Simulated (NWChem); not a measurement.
# C3H8S (SMILES CCCS) at PBE0/def2-SVP (density fitting with ahlrichs coulomb fitting)

What is the vertical ionisation energy of C3H8S at PBE0/def2-SVP (density fitting with ahlrichs coulomb fitting)? 

The calculation is run with NWChem 7.3.0.

### 1 The system as given

C3H8S: 12 atoms, total charge 0, spin state singlet. SMILES: `CCCS`. The coordinates come from a PBE0-D4/def2-TZVP relaxation. This is one conformer, not always the lowest.

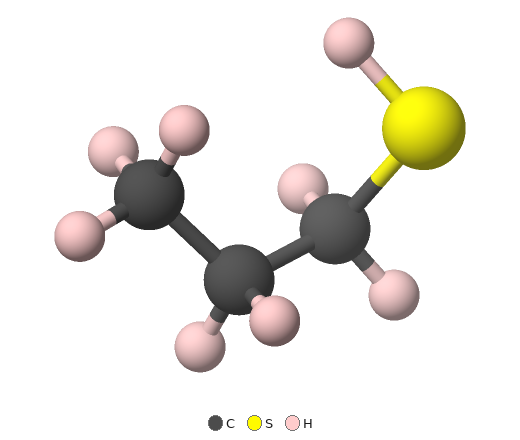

The structure, seen from a chosen angle (carbon dark grey, sulfur yellow, hydrogen pink).

### 2 A single-point energy at PBE0/def2-SVP (density fitting with ahlrichs coulomb fitting)

File nw.xyz:

```xyz
12
C3H8S
C     -1.283300    -0.379200    -0.272800
C      0.045200    -0.724800     0.373600
C      1.180600     0.206600    -0.015700
S      1.010700     1.918500     0.559900
H     -1.199600    -0.359800    -1.363700
H     -1.640700     0.599300     0.056300
H     -2.049500    -1.112000    -0.012100
H      0.337600    -1.742000     0.086700
H     -0.058900    -0.723300     1.462800
H      2.117600    -0.129200     0.434600
H      1.332400     0.212800    -1.097800
H      0.025600     2.287900    -0.272500
```

File nw.nw:

```
start nw
title "C3H8S"
memory stack 880 mb heap 220 mb global 1100 mb
geometry noautosym nocenter noautoz
load nw.xyz
end
basis spherical bse
* library def2-SVP
end
basis "cd basis" spherical
* library "ahlrichs coulomb fitting"
end
dft
xc pbe0
grid fine
convergence energy 1e-08
iterations 100
mulliken
print low
end
task dft
```

On the command line:

```console
$ nwchem nw.nw > nw.out
```

Output, cut to the lines that bear on the results:

```text
[...]
 d= 0,ls=0.0,diis     1   -516.7942585472 -6.84D+02  6.00D-03  2.76D-01     5.9
[...]
 d= 0,ls=0.0,diis     8   -516.8286749874  3.43D-09  3.14D-06  1.74D-07    46.0
         Total DFT energy =     -516.828674987420
      One electron energy =    -1040.359709649297
           Coulomb energy =      401.026877902754
    Exchange-Corr. energy =      -44.662363057985
 Nuclear repulsion energy =      167.166519817107
[...]
      Total Density - Mulliken Population Analysis
     ---------------------------------------------
    Atom       Charge   Shell Charges
 -----------   ------   -------------------------------------------------------
    1 C    6     6.09   1.99  0.89  0.17  2.12  0.90  0.03
    2 C    6     6.05   1.99  0.90  0.15  2.11  0.86  0.04
    3 C    6     6.18   1.99  0.91  0.23  2.08  0.94  0.04
    4 S   16    16.12   2.00  1.98  1.23  0.64  5.93  1.82  2.45  0.07
    5 H    1     0.96   0.74  0.20  0.02
    6 H    1     0.96   0.74  0.20  0.02
    7 H    1     0.95   0.74  0.19  0.02
    8 H    1     0.96   0.75  0.19  0.02
    9 H    1     0.95   0.74  0.19  0.02
   10 H    1     0.92   0.74  0.16  0.02
[...]
```

It took 47 s on 1 thread of Intel Xeon Platinum 8488C (Sapphire Rapids), shared host; peak memory 0.13 GiB.

### 3 The doublet cation

File c3h8s.xyz:

```xyz
12
C3H8S
C     -1.283300    -0.379200    -0.272800
C      0.045200    -0.724800     0.373600
C      1.180600     0.206600    -0.015700
S      1.010700     1.918500     0.559900
H     -1.199600    -0.359800    -1.363700
H     -1.640700     0.599300     0.056300
H     -2.049500    -1.112000    -0.012100
H      0.337600    -1.742000     0.086700
H     -0.058900    -0.723300     1.462800
H      2.117600    -0.129200     0.434600
H      1.332400     0.212800    -1.097800
H      0.025600     2.287900    -0.272500
```

File c3h8s.nw:

```
start c3h8s
title "C3H8S"
memory total 2200 mb
charge 1

geometry noautosym nocenter noautoz
  load c3h8s.xyz
end

basis spherical bse
  * library def2-SVP
end

basis "cd basis" spherical
  * library "ahlrichs coulomb fitting"
end

dft
  xc pbe0
  mult 2
  grid fine
  convergence energy 1e-08
  maxiter 100
  mulliken
  noprint "final vectors analysis"
end

task dft energy
```

On the command line:

```console
$ nwchem c3h8s.nw > c3h8s.out
```

Output, cut to the lines that bear on the results:

```text
[...]
          Wavefunction type:  spin polarized.
          No. of atoms     :    12
          No. of electrons :    41
[...]
          Charge           :     1
          Spin multiplicity:     2
[...]
          AO basis - number of functions:   100
[...]
              XC Information
              --------------
                         PBE0 Method XC Functional
                     Hartree-Fock (Exact) Exchange  0.250
          PerdewBurkeErnzerhof Exchange Functional  0.750
            Perdew 1991 LDA Correlation Functional  1.000 local
           PerdewBurkeErnz. Correlation Functional  1.000 non-local
[...]
 d= 0,ls=0.0,diis     1   -516.4202324506 -6.84D+02  5.11D-03  1.93D-01    10.0
[...]
 d= 0,ls=0.0,diis    12   -516.4937061972 -2.72D-09  2.73D-07  4.79D-10    90.8
[...]
         Total DFT energy =     -516.493706197195
      One electron energy =    -1029.850868415443
           Coulomb energy =      390.534128074282
    Exchange-Corr. energy =      -44.343485673141
 Nuclear repulsion energy =      167.166519817107
[...]
      Total Density - Mulliken Population Analysis
     ---------------------------------------------
    Atom       Charge   Shell Charges
 -----------   ------   -------------------------------------------------------
    1 C    6     6.11   1.99  0.89  0.20  2.13  0.88  0.03
    2 C    6     6.11   1.99  0.91  0.21  2.11  0.86  0.04
    3 C    6     6.25   1.99  0.93  0.25  2.07  0.97  0.04
    4 S   16    15.53   2.00  1.99  1.35  0.53  5.93  1.76  1.90  0.08
    5 H    1     0.92   0.73  0.16  0.02
    6 H    1     0.96   0.75  0.19  0.02
    7 H    1     0.89   0.72  0.14  0.02
    8 H    1     0.87   0.72  0.12  0.02
    9 H    1     0.89   0.74  0.14  0.02
   10 H    1     0.83   0.72  0.09  0.02
[...]
      <S2> =      0.7542 (Exact =     0.7500)
[...]
```

Run time: 92 s. Hardware: 1 thread of Intel Xeon Platinum 8488C (Sapphire Rapids), shared host; peak memory 0.13 GiB.

### 4 Results

At PBE0/def2-SVP (density fitting with ahlrichs coulomb fitting):

| quantity | value |
| --- | --- |
| singlet C3H8S: total energy | -516.82867 Eh |
| doublet cation: total energy | -516.49371 Eh |
| doublet cation: ⟨S²⟩ | 0.754 |
| vertical ionisation energy (to the doublet cation) | 9.115 eV |

In words: The vertical ionisation energy comes to 9.11 eV (879 kJ/mol). Mulliken charges (singlet C3H8S) run from -0.18 on C3 to +0.08 on H10.
